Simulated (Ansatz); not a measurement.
Consider CuCl2.

The calculation's input:

```
crystal:
  lattice:
    - [-2.2397252621, 2.2397252621, 6.8138619953]
    - [2.2397252621, -2.2397252621, 6.8138619953]
    - [2.2397252621, 2.2397252621, -6.8138619953]
  atoms:
    - { symbol: Cu, position: [0.0, 0.0, 0.0] }
    - { symbol: Cl, position: [0.0, 0.5, 0.5] }
    - { symbol: Cl, position: [0.5, 0.0, 0.5] }
hamiltonian:
  xc: r2scan
  pseudopotentials: { kind: paw }
kpoints:
  mp_grid: { grid: [8, 8, 8] }
scf:
  occupations: { method: fermi_dirac, width: 0.05 }
output:
  forces: true
  stress: true
  eigenvalues: true
  write_density: true
  write_potential: true
  elf: true
  volumetric_format: npy
```

Run with:

```sh
ansatz run input.yaml --threads 2 --pin off --max-ram 5632MiB --backend cpu --events-out ev --progress --plain --runs-dir out
```

Below, planes, directions and counts refer to the conventional cell (a = 4.48 Å, b = 4.48 Å, c = 13.63 Å, α = 90.00°, β = 90.00°, γ = 90.00°).

Space group I4/mmm; a structure from a database of computed crystals, not necessarily the ambient phase.

Level of theory: Ansatz 0.2.0, Kohn-Sham DFT of a periodic cell, r2SCAN, Ansatz PAW.

Question: What will maps of the valence pseudo-density and electron localisation function show?

Answer: Cu–Cl (2.24 Å): the density is about 0.55 e/Å³ at the midpoint; the ELF peaks at about 0.80 in the valence shell of Cl, 0.8 Å from its nucleus, and is about 0.40 at the midpoint.

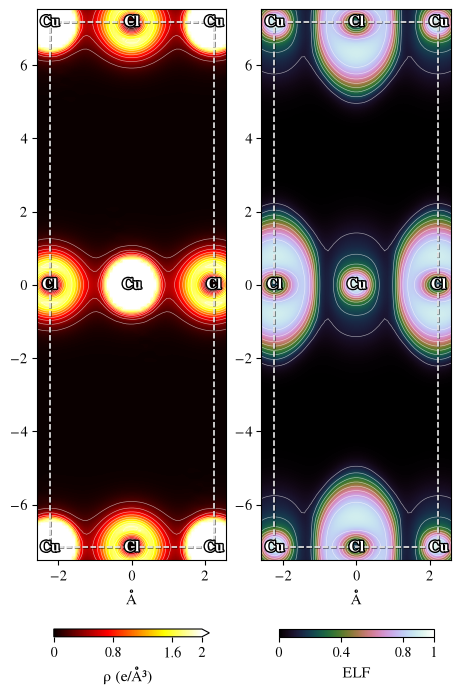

Computed valence pseudo-density and electron localisation function on the (011̄) plane of the conventional cell, in this order. 

Core electrons are frozen (PAW), and the valence fields are smoothed inside the atomic spheres.
